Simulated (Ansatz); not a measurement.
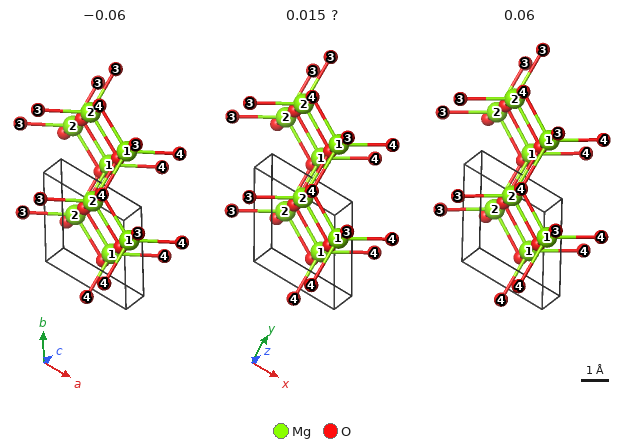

A crystal of MgO (P6_3/mmc): the cell is strained along y alone, with the atoms kept at their fractional coordinates. x, y and z are the Cartesian axes of the input. The picture is a ball-and-stick view of the cell of the calculation, repeated 1 × 2 × 2 with one cell outlined, seen along the c axis, with a slight tilt.

Level of theory: DFT PBE, scalar-relativistic, plane waves, PAW (Ansatz 0.2.0). (plane-wave cutoff 420 eV; k-point mesh 6 × 6 × 6; occupations gaussian; smearing width 0.05 eV; no spin polarisation). Energies (free energies at the smearing named) are counted from the cell as listed in its source, which wasn't relaxed.

```tsv
strain	ΔE (meV/atom)
−0.0600	55.2
−0.0450	33.3
−0.0300	17.2
−0.0150	6.3
0.0000	0.0
0.0150	?
0.0300	−1.4
0.0450	2.6
0.0525	5.6
0.0600	9.2
```

**Estimate the missing energy from the other rows, and compare with the calculation.**

A straight line between the two neighbours gives −0.7 meV/atom. A cubic through the four nearest rows (−0.0150, 0.0000, 0.0300, 0.0450) gives, with Lagrange weights, (−0.1667)(6.3) + (0.6667)(0.0) + (0.6667)(−1.4) + (−0.1667)(2.6) = −2.4 meV/atom. The calculation gives −2.4 meV/atom, so the cubic is right to the digits shown and the straight line 1.7 meV/atom too high, as the curve bends upwards here.

The whole profile:

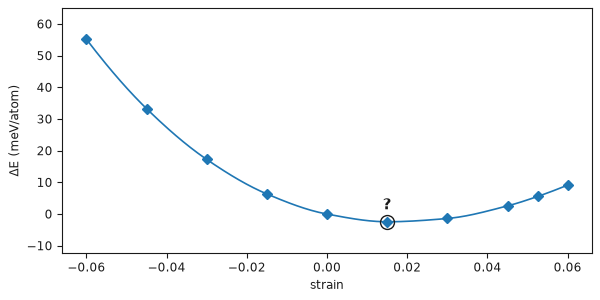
